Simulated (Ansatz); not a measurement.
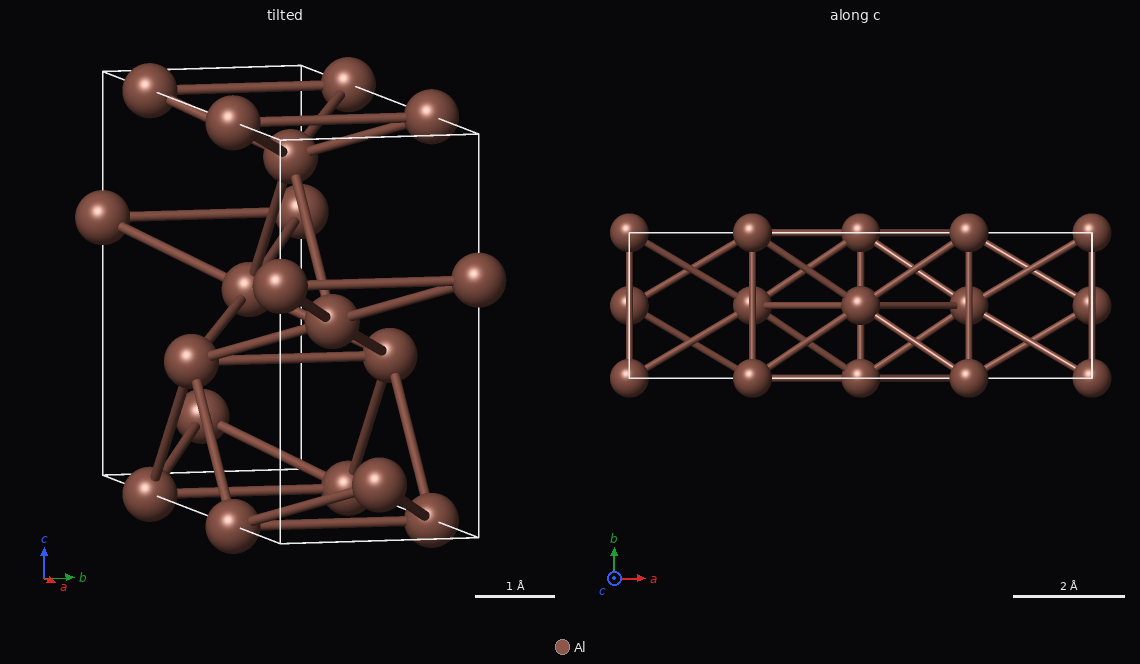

The image is a ball-and-stick drawing of a crystal, viewed slightly off an axis and along the c axis. The lines enclose the conventional unit cell; boundary atoms appear with their images.

Al, space group Amm2 (No. 38), a = 8.41 Å, b = 2.64 Å, c = 5.21 Å, α = 90.00°, β = 90.00°, γ = 90.00°.

Method: Ansatz, DFT PBE, scalar-relativistic, plane waves, PAW; a basis cut at 420 eV, k-points about 0.17 Å⁻¹ apart, Gaussian smearing of 0.1 eV, no spin polarisation.

Metal or not?

A metal: bands cross the Fermi level.

State the hydrostatic pressure.

The computed pressure is 19.5 GPa (compressed: it would expand). The stress isn't hydrostatic: its largest component is 29.1 GPa.

The structure comes from a structure listed in the Materials Project. The cell was then strained or its atoms displaced on purpose. A calculation with Ansatz used it as input.

At this level of theory the cell isn't at rest (compressed, at 20 GPa and forces up to 1.7 eV/Å), so its distances can differ from those at equilibrium, the more so the softer the solid.
